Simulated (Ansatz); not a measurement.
## Electronic structure of WS2 in real space

```cif
data_structure
_symmetry_space_group_name_H-M 'P 1'
_symmetry_Int_Tables_number 1
_cell_length_a 3.2185
_cell_length_b 3.2185
_cell_length_c 12.0204
_cell_angle_alpha 90.000
_cell_angle_beta 90.000
_cell_angle_gamma 120.000
_cell_volume 107.83
loop_
_atom_site_label
_atom_site_type_symbol
_atom_site_fract_x
_atom_site_fract_y
_atom_site_fract_z
_atom_site_occupancy
W1 W 0.33333 0.66667 0.62501 1
W2 W 0.66667 0.33333 0.12501 1
S1 S 0.66667 0.33333 0.75366 1
S2 S 0.33333 0.66667 0.25366 1
S3 S 0.00000 0.00000 0.99633 1
S4 S 0.00000 0.00000 0.49633 1
```

Space group P6₃mc; a structure from a database of computed crystals, not necessarily the ambient phase; started from the SnS2-186 prototype, which need not be the ambient phase.

Level of theory: DFT, r2SCAN+rVV10, plane waves, PAW in Ansatz.

The density is the valence pseudo-density of a PAW calculation; it isn't the true density close to the nuclei.

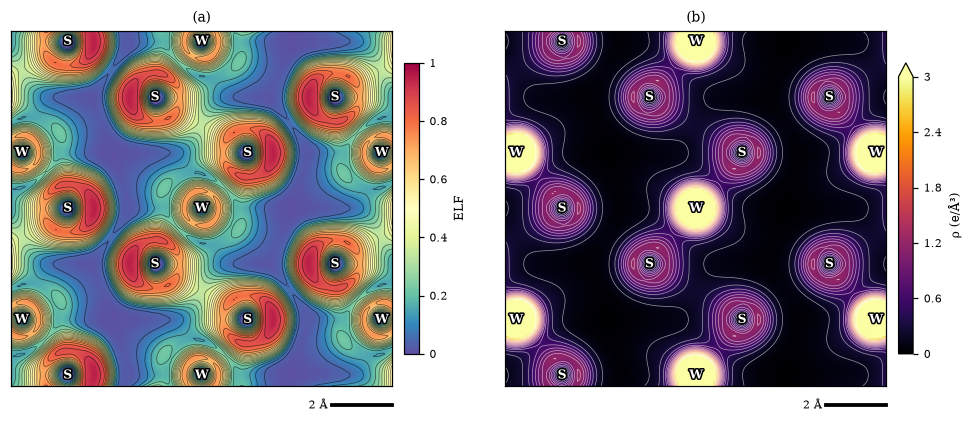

Figure 1. (a) electron localisation function; (b) valence electron density on the (110) plane of the conventional cell.

What do the fields say about this system?

The plane passes through W and S nuclei. W–S (2.42 Å): ρ at the midpoint is about 0.59 e/Å³; the ELF peaks at about 0.85 in the valence shell of S, 0.8 Å from its nucleus, and is about 0.40 at the midpoint. Between the atoms the lowest density in this plane is 0.02 e/Å³. The features right at W lie inside the PAW spheres, where the map follows smoothed inner orbitals and isn't to be read closely.

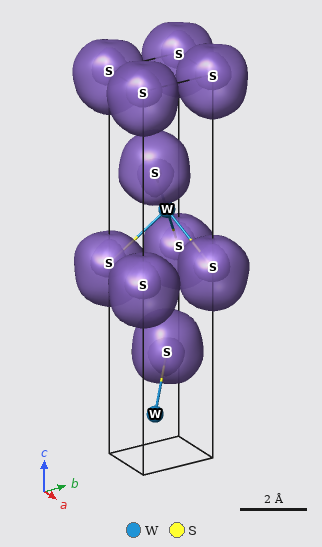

Figure 2. Isosurface of the electron localisation function at 0.7 (purple), seen slightly off an axis. Only the valence region is drawn (cores and ρ < 0.01 e/Å³ removed). Sticks mark near contacts.

Identify the bonds, lone pairs and shells in this picture.

The ELF exceeds this value in four regions wrapped around S (the valence shell of each), counted in one cell of 6 atoms. Regions shared between cells count once.
